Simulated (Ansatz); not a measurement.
The Ansatz input:

```
crystal:
  lattice:
    - [3.5713268724, 0.0, 0.0]
    - [-1.7856634362, 3.0928597967, 0.0]
    - [0.0, 0.0, 22.1433901852]
  atoms:
    - { symbol: S, position: [0.3333333333, 0.6666666667, 0.3706502415] }
    - { symbol: S, position: [0.6666666667, 0.3333333333, 0.4403022425] }
    - { symbol: Pt, position: [0.0, 0.0, 0.5000000205] }
    - { symbol: S, position: [0.3333333333, 0.6666666667, 0.5596977791] }
    - { symbol: S, position: [0.6666666667, 0.3333333333, 0.6293497165] }
basis:
  ecutwfc: 420
kpoints:
  mp_grid: { grid: [12, 12, 1] }
  band_path:
    path:
      - [0.5, 0, 0]
      - [0, 0, 0]
      - [0.3333333333333, 0.3333333333333, 0]
      - [0.5, 0, 0]
    npoints: 12
hamiltonian:
  xc: pbesol
scf:
  occupations: { method: gaussian, width: 0.05 }
  n_extra_bands: 32
output:
  forces: true
  stress: true
  eigenvalues: true
  populations: true
  fatbands: true
  write_density: true
  write_potential: true
  elf: true
  volumetric_format: npy
magnetization:
  noncollinear: true
  spin_orbit: true
efield:
  axis: 3
  dipole_correction: true
  ramp_width: 0.04
```

Command:
```bash
ansatz run input.yaml --threads 2 --pin off --max-ram 4096MiB --backend cpu --events-out ev --progress --plain --runs-dir out
```

Predict the main features of the band structure. The path is M–Γ–K–M.

A metal: 4 spinor bands cross the Fermi level along this path (the two partners of a degenerate pair count as two). The last band that the electron count would fill rises to 0.26 eV above the Fermi level between M and Γ, leaving holes there, and the next band dips to 0.35 eV below it between K and M, holding electrons: an overlap of 0.61 eV. At Γ the nearest levels lie 0.09 eV below and 0.08 eV above the Fermi level.

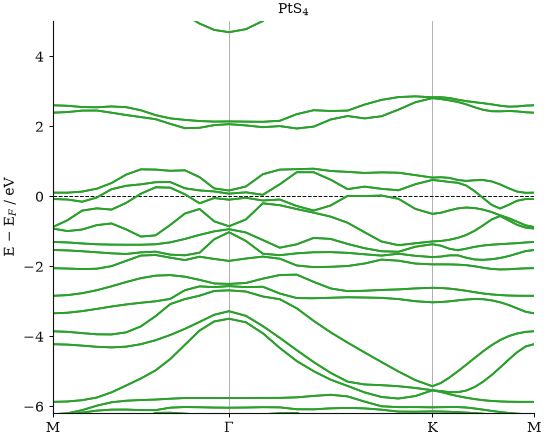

Band structure. Energies are counted from the Fermi level.
